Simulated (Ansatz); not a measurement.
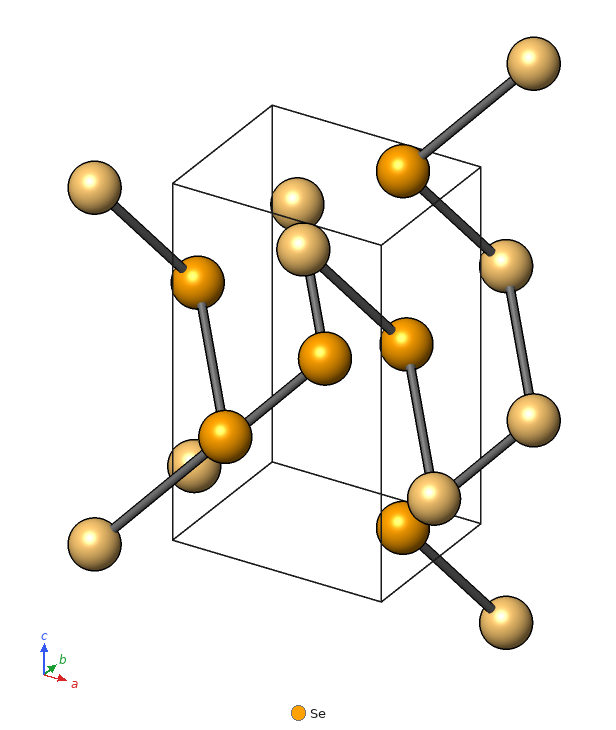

Shown here is a ball-and-stick view of the crystal, taken slightly off an axis. The frame is the conventional unit cell; atoms at its boundary are shown with their periodic copies. The first bonded neighbours in the surrounding cells are also shown, in fainter colours.

Se, space group P3_121 (No. 152), a = 4.070 Å, b = 4.070 Å, c = 4.779 Å, α = 90.00°, β = 90.00°, γ = 120.00°. It goes back to a structure listed in the Materials Project. The cell was then strained or its atoms displaced on purpose. Ansatz was used for an electronic-structure calculation on it.

This one geometry was computed with Ansatz (DFT, plane waves, PAW) at three levels of theory: PBE, HSE06 and r2SCAN.

### Which level gives the highest pressure at this volume, and what does that say about its equilibrium volume?

Highest: PBE (8.5 GPa), which points to the largest equilibrium volume. Lowest, with the smallest volume: HSE06 (6.0 GPa). Levels within 0.5 GPa of each other can't be told apart.

### How does the band gap change with the level of theory?

PBE: a gap of 0.32 eV, indirect; r2SCAN: a gap of 0.52 eV, indirect; HSE06: a gap of 0.92 eV, indirect.

### Collect the results in a table.

| level | cutoff (eV) | k-mesh of the run's cell | gap (eV) | pressure (GPa) |
| --- | --- | --- | --- | --- |
| PBE | 420 | 12×12×6 | 0.32 | 8.5 |
| HSE06 | 420 | 6×6×4 | 0.92 | 6.0 |
| r2SCAN | 500 | 12×12×6 | 0.52 | 7.2 |

Gaps are taken on the k-mesh or band path of each run.
